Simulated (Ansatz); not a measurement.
AlGaN2 (space group P-4m2, No. 115): the input geometry of an electronic-structure calculation (not necessarily at equilibrium).

```cif
data_structure
_symmetry_space_group_name_H-M 'P-4m2'
_symmetry_Int_Tables_number 115
_cell_length_a 3.1385
_cell_length_b 3.1385
_cell_length_c 4.4227
_cell_angle_alpha 90.000
_cell_angle_beta 90.000
_cell_angle_gamma 90.000
_cell_volume 43.56
loop_
_atom_site_label
_atom_site_type_symbol
_atom_site_symmetry_multiplicity
_atom_site_Wyckoff_symbol
_atom_site_fract_x
_atom_site_fract_y
_atom_site_fract_z
_atom_site_occupancy
Al1 Al 1 c 0.50000 0.50000 0.50000 1
Ga1 Ga 1 a 0.00000 0.00000 0.00000 1
N1 N 2 g 0.50000 0.00000 0.73909 1
```

Bonds are taken as Al–N below 2.1 Å and Ga–N below 2.2 Å; no other contact counts. Atoms with one bond or none are removed and atoms with two bonds are replaced by edges, until no such atom is left.

Derive the underlying net.

The result is a uninodal 4-connected, three-periodic net: Al, Ga and N are 4-connected nodes. It is the dia net, known from diamond, zinc blende and cristobalite. It is a single net, without interpenetration.

```csv
node,links,point symbol,coordination sequence
"Al, Ga and N",4,6^6,4 12 24 42 64 92 124 162 204 252
```

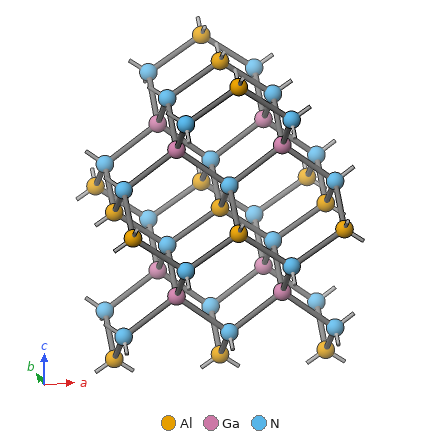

Nodes are coloured by element. Edges to nodes outside the piece are drawn as stubs.
